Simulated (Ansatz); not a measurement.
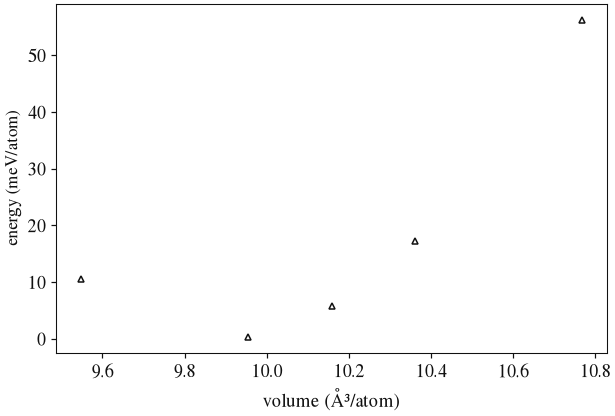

Plotted: energy against volume for TiC, space group Fm-3m (No. 225).

Structure:
```cif
data_structure
_symmetry_space_group_name_H-M 'P 1'
_symmetry_Int_Tables_number 1
_cell_length_a 3.0628
_cell_length_b 3.0628
_cell_length_c 3.0628
_cell_angle_alpha 60.000
_cell_angle_beta 60.000
_cell_angle_gamma 60.000
_cell_volume 20.32
loop_
_atom_site_label
_atom_site_type_symbol
_atom_site_fract_x
_atom_site_fract_y
_atom_site_fract_z
_atom_site_occupancy
Ti1 Ti 0.00000 0.00000 0.00000 1
C1 C 0.50000 0.50000 0.50000 1
```

Calculation (Ansatz 0.2.0): all-electron LAPW DFT, no spin polarisation; energies at scaled volumes of the given cell, shape and fractions fixed, counted from the fit's minimum, third-order Birch-Murnaghan fit. Level: PBEsol.

- k mesh: 11×11×11
- occupations: Fermi–Dirac
- smearing width: 0.05 eV
- potentials: all electron LAPW, scalar relativistic
- program settings: basis error eV/atom 0.0005

The points at volume 9.75 Å³/atom and 10.56 Å³/atom are left out of the plot. What values does the calculation give there?

```tsv
volume (Å³/atom)	energy (meV/atom)
9.75	1.70
10.56	34.23
```
